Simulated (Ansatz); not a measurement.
The coordinates of a crystal:

```yaml
crystal:
  lattice:
    - [3.14929, 0.00000, 0.00000]
    - [-1.57464, 2.72736, 0.00000]
    - [0.24188, 0.00000, 12.09389]
  atoms:
    - { symbol: Mo, position: [0.66377, 0.33483, 0.24990] }
    - { symbol: Mo, position: [0.32895, 0.66377, 0.75010] }
    - { symbol: S, position: [0.32111, 0.66828, 0.37937] }
    - { symbol: S, position: [0.65283, 0.33033, 0.87957] }
    - { symbol: S, position: [0.33989, 0.66828, 0.12043] }
    - { symbol: S, position: [0.67161, 0.33032, 0.62063] }
```

Question: What would you see if this were drawn?

Answer: The material is MoS2. Strictly the space group is C2/c (No. 15, within 0.01 Å). It is a distorted form of a primitive hexagonal structure, space group P6_3/mmc (No. 194) within 0.25 Å: 2H molybdenite (MoS₂) type. Atoms per cell: 6 (2 Mo, 4 S). The polyhedra are MoS6 trigonal prisms; they share edges. Mo is linked to six S in a trigonal prismatic arrangement at 2.40 Å. S bonds to three Mo in a trigonal pyramidal arrangement at 2.40 Å. Not all metal-metal contacts are counted. The bonds build MoS2 layers parallel to (001).

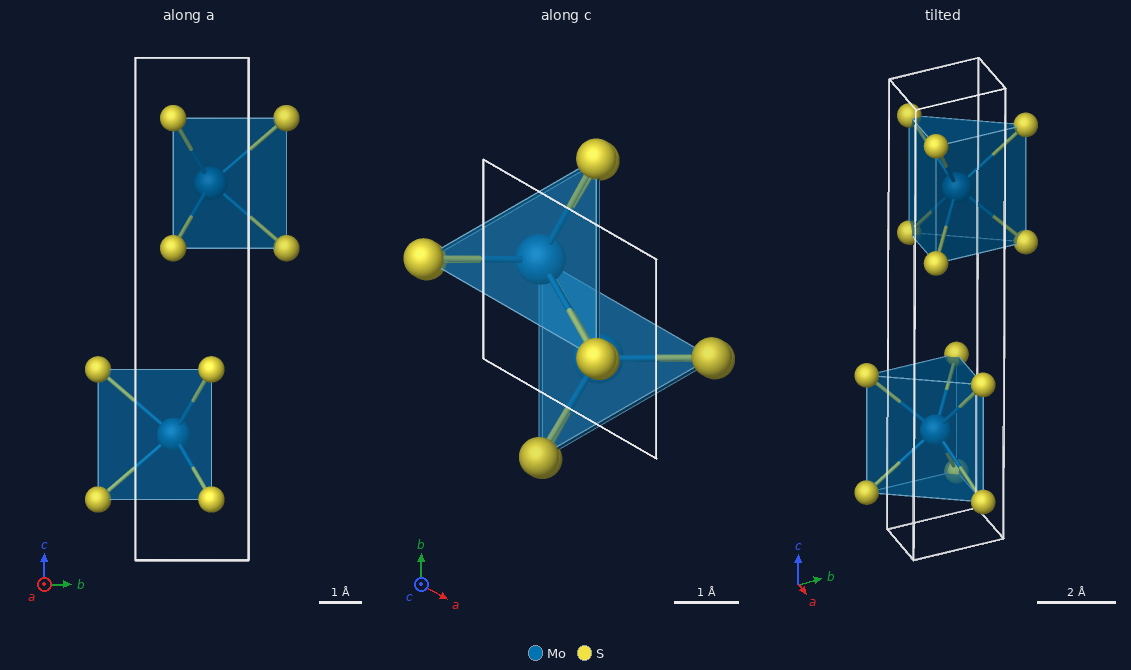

Figure: polyhedral view along the a axis, along the c axis and slightly off an axis. The frame is the unit cell; atoms at its boundary are shown with their periodic copies. Some neighbours outside the box are added.

Starting structure: a structure listed in the Materials Project. The cell was then strained or its atoms displaced on purpose. The atoms were relaxed in a fixed cell with Ansatz 0.2.0, DFT PBE+D3(BJ), scalar-relativistic, plane waves, PAW.
